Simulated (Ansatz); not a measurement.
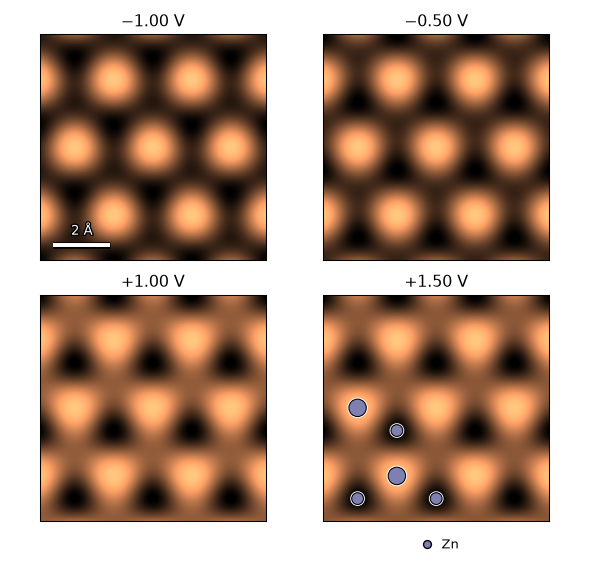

Constant-current images of Zn(111) (Fm-3m bulk, the cell from a database of computed structures, not from a measurement, 5 atomic planes (those closer than 0.6 Å count as one), 9 Å) at 4 sample biases, each on its own colour scale; the last has the atoms seen from above drawn over one corner (deeper ones smaller).

Tersoff–Hamann simulation (s-wave tip); biases are sample biases. Bias windows are sharp sums over the levels of the k mesh.

Level of theory: Ansatz, DFT PBE, scalar-relativistic, plane waves, PAW. Cutoff 420 eV, 21 × 21 k-points, Gaussian smearing 0.1 eV, dipole correction. The slab is a cut without reconstruction beyond its cell, at the source's lattice constants, with its lower half held fixed and the rest relaxed. This isn't the element's usual hcp form. No spin polarisation. The run couldn't confirm all of its levels under its output density. The run warns that the functional's potential is rough in the thin density of the vacuum, where the tip is; weak contrasts and barriers may feel it.

Input file:

```yaml
crystal:
  lattice:
    - [2.77861287, 0.0, 0.0]
    - [-1.38930643, 2.40634933, 0.0]
    - [0.0, 0.0, 27.074911478]
  atoms:
    - { symbol: Zn, position: [0.6666666659, 0.3333333329, 0.3324110591] }
    - { symbol: Zn, position: [0.3333333329, 0.666666667, 0.4162055296] }
    - { symbol: Zn, position: [0.0, 0.0, 0.4999802623] }
    - { symbol: Zn, position: [0.6666666659, 0.3333333329, 0.584326197] }
    - { symbol: Zn, position: [0.3333333329, 0.666666667, 0.6724405505] }
basis:
  ecutwfc: 420
  fft_grid_basis: typed
kpoints:
  mp_grid: { grid: [21, 21, 1] }
hamiltonian:
  xc: pbe
scf:
  occupations: { method: gaussian, width: 0.1 }
output:
  forces: true
  eigenvalues: true
  band_densities:
    - { e_range: [-2.0, -1.0] }
    - { e_range: [-1.0, -0.5] }
    - { e_range: [-0.5, -0.25] }
    - { e_range: [-0.25, 0.0] }
    - { e_range: [0.0, 0.25] }
    - { e_range: [0.25, 0.5] }
    - { e_range: [0.5, 1.0] }
    - { e_range: [1.0, 1.5] }
  band_residual_tolerance: 1.0e-05
  write_potential: true
  elf: true
  write_density: true
  volumetric_format: npy
efield:
  axis: 3
  dipole_correction: true
  ramp_width: 0.04
checkpoint:
  read: start.run
  write: ck
  compress: false
  write_wavefunctions: false
  write_every: 100000
```

Run with:

```sh
ansatz run input.yaml --threads 1 --pin off --max-ram 2211MiB --backend cpu --events-out ev --progress --plain --runs-dir out
```

This last single point, started from the relaxation's saved density, took 54 s on 1 thread of Arm Neoverse V1, with other jobs on the host, peak memory 0.49 GiB.

Q: How do the images change with bias?

A:
```tsv
bias	set point (e/Å³)	corrugation	brightest over
−1.00 V	2.6 × 10⁻⁴	4 pm	top Zn atoms
−0.50 V	1.4 × 10⁻⁴	4 pm	top Zn atoms
+1.00 V	2.6 × 10⁻⁴	7 pm	top Zn atoms
+1.50 V	6.6 × 10⁻⁴	7 pm	top Zn atoms
```

The slab has states at the Fermi level, so this model gives a current down to small biases. Its work function (top face) is 4.22 eV.

The weakest contrasts here depend on the k mesh and on the tip.
